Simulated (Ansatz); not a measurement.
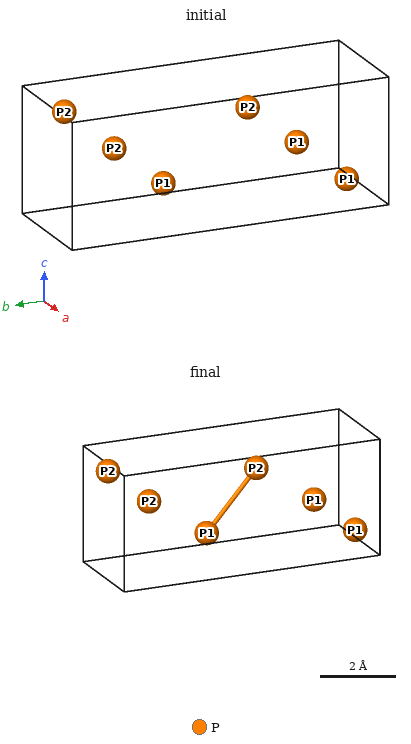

The structure of solid P (built on the Ga_63 type) (coarse preliminary run) before (top) and after (bottom) a relaxation, at one scale.

The picture is a ball-and-stick view of the conventional cell (2 times the calculation's cell), seen from a free direction. Lengths and directions refer to the drawn axes.

Case: Ga type (Cmcm, No. 63).

Method: Ansatz, DFT PBE, scalar-relativistic, plane waves, PAW. Settings: plane-wave cutoff 420 eV; k-point mesh 6 × 6 × 6; occupations gaussian; smearing width 0.1 eV; no spin polarisation; cell and atoms relaxed; force threshold 0.04 eV/Å; at most 70 steps.

Question: What changed between the two?

Answer: Over 8 accepted moves (9 points after the start) the energy falls by 3.140 eV per cell of the calculation. Largest force component: 0.51 eV/Å at the start, 0.036 eV/Å at the end. The pressure goes from −15.98 to 0.11 GPa. At 1 point the geometry stayed and the basis and grid were re-selected for the new cell (energy shift of 0.8 meV per cell of the calculation at most each time). The largest moves relative to the cell, 0.27 Å, are those of P1 and P2. P1 goes along −b. Cell: a 3.334 → 2.741 Å (−17.8 %), b 9.348 → 7.547 Å (−19.3 %), c 3.645 → 3.311 Å (−9.2 %). Volume −39.7 %. Near-neighbour distances that change, for instance: P1–P2 3.083 → 2.210 Å, P1–P1 3.334 → 2.741 Å. New bonds form: P1–P2 (3.08 → 2.21 Å). The space group stays Cmcm (No. 63). The run took of the order of 25 core-seconds on a shared host.
